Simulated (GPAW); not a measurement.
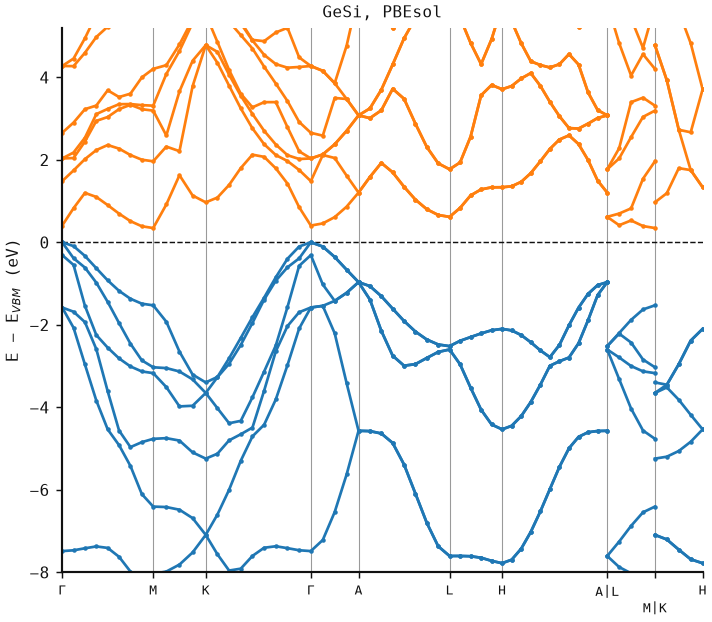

Band structure. Energies are counted from the top of the valence band.

Which Bravais lattice do the labels of the path belong to?

A hexagonal (primitive) lattice: the path Γ–M–K–Γ–A–L–H–A|L–M|K–H runs through the special points of its Brillouin zone.

Calculation on wurtzite GeSi, space group P6_3mc, 4 atoms in the cell; a = 3.904 Å, c = 6.451 Å (hexagonal axes).

Method: PBEsol, PAW data sets generated in the run's folder for this functional, no spin polarisation, no spin-orbit coupling, 8×8×4 k mesh, 600 eV cutoff, Fermi-Dirac smearing of 0.05 eV (GPAW 26.7.0).

Is there a gap? Give its size, its kind and where the band edges lie.

The bands leave a gap. The gap along this path is 0.34 eV and indirect, from the valence-band top at Γ to the conduction-band bottom at M; the smallest direct gap is 0.41 eV, at Γ. At Γ the lowest conduction band lies only 0.06 eV higher.

How much do the top valence band and the lowest conduction band disperse along the path?

The top valence band spans 3.5 eV and the lowest conduction band 2.2 eV.

How many bands meet at the valence-band top?

Two bands meet at the valence-band top at Γ: it is doubly degenerate (spin aside).

What are the direct gaps at L, M and H?

The direct gaps are 3.13 eV at L, 1.87 eV at M and 3.43 eV at H.

Spin-orbit coupling is left out, which matters for Ge. LDA, GGA and most meta-GGA functionals understate gaps. The cell comes from a database of computed structures, and whether it is the stable form of this composition wasn't checked.
